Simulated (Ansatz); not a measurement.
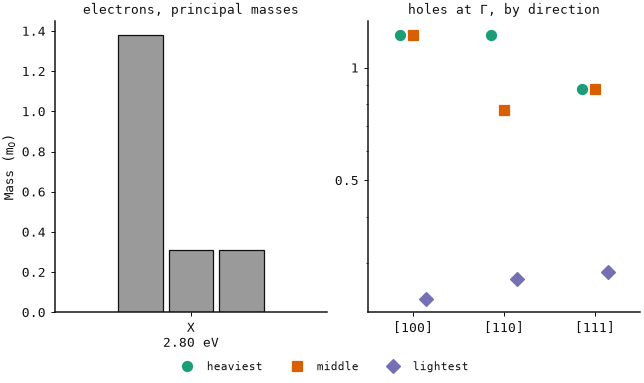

Effective masses at the band extrema of rocksalt CaS, space group Fm-3m, 2 atoms in the primitive cell, in a cell relaxed beforehand (cubic a = 5.696 Å), in units of the free-electron mass, from finite differences of the levels. Left, the three principal masses of each conduction valley, with its energy above the valence top; right, the masses of the bands that meet at the valence top.

Level of theory: r2SCAN, Ansatz PAW set, no spin polarisation, no spin-orbit coupling, 8×8×8 k mesh, 500 eV cutoff; code Ansatz 0.2.0.

What are the masses of the lowest valley?

Answer. It lies at X, 2.80 eV above the valence top, with one mass of 1.38 and two of 0.312. Its 3 equivalent valleys give a density-of-states mass N^(2/3) (m1 m2 m3)^(1/3) = 1.06, and averaged over them a conductivity mass 3/(1/m1 + 1/m2 + 1/m3) = 0.42.

How do the hole masses depend on direction?

Answer. Along [100] 1.23, 1.23 and 0.241; along [110] 1.23, 0.769 and 0.272; along [111] 0.878, 0.878 and 0.285.

The PAW data sets were made with another functional. LDA, GGA and most meta-GGA functionals understate gaps. Without spin-orbit coupling the bands that meet at the top aren't the heavy and light holes of experiment. An understated gap makes light masses too light.
